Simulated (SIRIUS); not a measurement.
## A series of single points on WS2

System: WS2 (3 atoms in the cell).
Method: Kohn-Sham DFT of a periodic cell, PBEsol, dojo-sr-pbesol-0.4.1-standard, no spin polarisation (SIRIUS 7.12.0).

The 7 runs differ only in the geometry, by an even scaling of the cell at fixed fractional positions. The structure derives from an entry of the Crystallography Open Database.

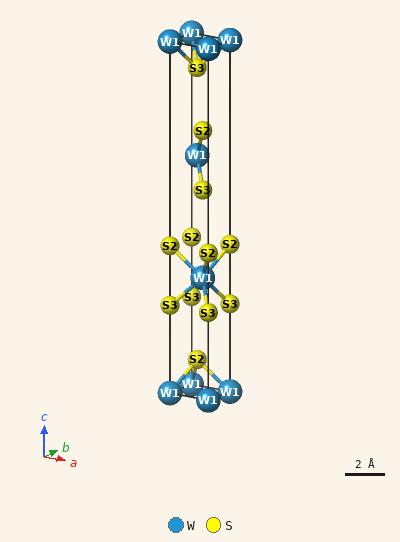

Figure 1. The structure of run 4 (ball-and-stick view of the cell 3 times as large as that of the calculation, set on its symmetry axes, seen slightly off an axis; atoms are numbered from 1 in the order of the input). An atom can appear more than once, as a periodic image.

## Input of run 4
```
{
  "control": {
    "processing_unit": "cpu",
    "verbosity": 2,
    "num_bands_to_print": 21,
    "print_forces": true,
    "print_stress": true
  },
  "parameters": {
    "electronic_structure_method": "pseudopotential",
    "xc_functionals": ["XC_GGA_X_PBE_SOL", "XC_GGA_C_PBE_SOL"],
    "gk_cutoff": 8.7,
    "pw_cutoff": 17.4,
    "ngridk": [10, 10, 10],
    "shiftk": [0, 0, 0],
    "smearing": "fermi_dirac",
    "smearing_width": 0.0018374661,
    "num_bands": 21,
    "num_mag_dims": 0,
    "num_dft_iter": 100,
    "energy_tol": 1e-08,
    "density_tol": 1e-06
  },
  "iterative_solver": {
    "type": "davidson",
    "min_tolerance": 1e-10
  },
  "mixer": {
    "type": "anderson",
    "beta": 0.7,
    "max_history": 8
  },
  "settings": {
    "tol_ne": 1e-10,
    "pseudo_grid_cutoff": 6.5
  },
  "unit_cell": {
    "lattice_vectors": [
      [2.983877550784, 1.722742507268, 11.647012014714],
      [-2.983877550784, 1.722742507268, 11.647012014714],
      [0.0, -3.445485014347, 11.647012014714]
    ],
    "atom_coordinate_units": "lattice",
    "atom_types": ["W", "S"],
    "atom_files": {
      "W": "W.json",
      "S": "S.json"
    },
    "atoms": {
      "W": [
        [0.0, 0.0, 0.0]
      ],
      "S": [
        [0.581, 0.581, 0.581],
        [0.7503, 0.7503, 0.7503]
      ]
    }
  }
}
```

Command:
```bash
upf_to_json W.upf
upf_to_json S.upf
OMP_NUM_THREADS=4 sirius.scf --input=sirius.json --output=out.json --task=0
```

Run 5 differs from it as follows:
```diff
-      [2.983877550784, 1.722742507268, 11.647012014714],
-      [-2.983877550784, 1.722742507268, 11.647012014714],
-      [0.0, -3.445485014347, 11.647012014714]
+      [3.003638905175, 1.734151730446, 11.724146792552],
+      [-3.003638905175, 1.734151730446, 11.724146792552],
+      [0.0, -3.468303460892, 11.724146792552]
```

## Results, with one run withheld

| run | volume per atom (Å³) | free energy per atom, from the lowest run given (meV) | pressure (GPa) | gap on the mesh (eV) |
| --- | --- | --- | --- | --- |
| 1 | 16.679 | 33.12 | 11.17 | 0.94 |
| 2 | 17.034 | 13.22 | 6.80 | 0.97 |
| 3 | 17.389 | 2.49 | 2.88 | 1.00 |
| 4 | 17.744 | 0.00 | −0.64 | 1.02 |
| 5 | 18.099 | ? | ? | ? |
| 6 | 18.454 | 16.45 | −6.64 | 1.06 |
| 7 | 18.809 | 33.96 | −9.18 | 1.07 |

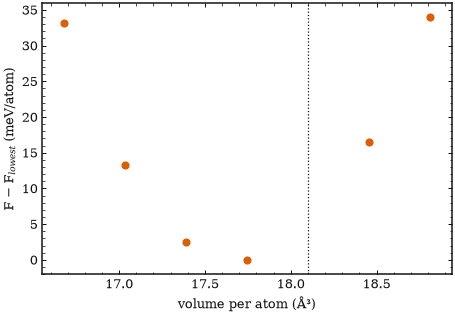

Figure 2. Free energy per atom of the runs given; the dotted line marks run 5.

Estimate the energy of run 5 from the others.

A cubic polynomial in V^(−2/3) (the Birch–Murnaghan form), fitted to the 6 runs given, misses them by under 0.01 meV per atom. With x = V^(−2/3) − 0.14747 Å⁻², it reads F = −0.10524 + 238.73 x + 9.6835e+05 x² + 1.173e+06 x³ (meV per atom). At run 5 it gives 4.90 meV per atom, and the run itself gives 4.91. The slope of the fit gives a pressure −dF/dV of −3.77 GPa there, and the run prints −3.80 GPa. The fit has its minimum at 17.680 Å³ per atom, where V d²F/dV² gives 169 GPa. Cell shape and fractional positions are held, so this is the stiffness under even scaling; the relaxed bulk modulus wasn't computed and can be far lower in a crystal of layers, chains or molecules like this one. The gap on the mesh goes, without turning, from 0.94 eV in run 1 to 1.07 eV in run 7; run 5 has 1.04 eV. These are gaps of this functional on this mesh, which can miss the band edges; they aren't the measured gap.

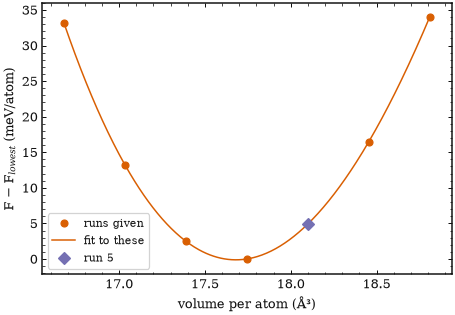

Figure 3. The fit and the withheld run.

## Some lines of the output (run 5)
```
[...]
[find] Efermi                         :       0.43262907
[find] Total energy                   :     -97.96407841 (Ha),    -195.92815682 (Ry)
[find] Free energy (E-TS)             :     -97.96407842 (Ha),    -195.92815684 (Ry)
[find] band gap (eV)                  :       1.03891504
[find] Efermi                         :       0.43262858
[find] Total energy                   :     -97.96407842 (Ha),    -195.92815684 (Ry)
[find] Free energy (E-TS)             :     -97.96407843 (Ha),    -195.92815687 (Ry)
[find] band gap (eV)                  :       1.03891337
[find] Efermi                         :       0.43262857
[find] Total energy                   :     -97.96407843 (Ha),    -195.92815685 (Ry)
[find] Free energy (E-TS)             :     -97.96407844 (Ha),    -195.92815688 (Ry)
[find] band gap (eV)                  :       1.03892084
[find] Efermi                         :       0.43262830
[find] band gap (eV)                  :       1.03892093
```

Notes: Spin–orbit coupling is left out, which matters for W.
